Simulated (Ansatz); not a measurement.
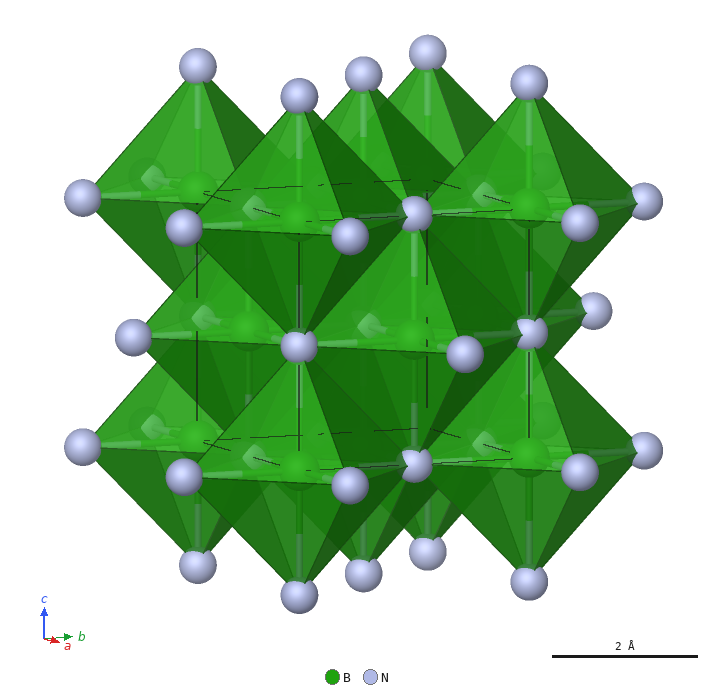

Shown here is a polyhedral view of the crystal, taken slightly off an axis. The conventional unit cell is drawn as a box. A few atoms beyond the faces are included.

BN, rock salt (NaCl type), space group Fm-3m (No. 225), a = 3.474 Å, b = 3.474 Å, c = 3.474 Å, α = 90.00°, β = 90.00°, γ = 90.00°. The structure was taken from a structure type filled with these elements by a generator (whether the compound takes this form wasn't checked). The cell was then strained or its atoms displaced on purpose. A calculation with Ansatz used it as input.

This one geometry was computed with Ansatz (DFT, plane waves, PAW) at three levels of theory: r2SCAN, HSE06 and PBE. It was relaxed with r2SCAN and then strained.

### Which level gives the highest pressure at this volume, and what does that say about its equilibrium volume?

Highest: PBE (10.0 GPa), which points to the largest equilibrium volume. Lowest, with the smallest volume: HSE06 (-2.3 GPa). Levels within 0.5 GPa of each other can't be told apart.

### How does the band gap change with the level of theory?

PBE: a gap of 1.31 eV, indirect; r2SCAN: a gap of 1.46 eV, indirect; HSE06: a gap of 2.31 eV, indirect.

### Collect the results in a table.

| level | cutoff (eV) | k-mesh of the run's cell | gap (eV) | pressure (GPa) |
| --- | --- | --- | --- | --- |
| r2SCAN | 500 | 12×12×12 | 1.46 | 6.2 |
| HSE06 | 420 | 8×8×8 | 2.31 | -2.3 |
| PBE | 420 | 12×12×12 | 1.31 | 10.0 |

Gaps are taken on the k-mesh or band path of each run.
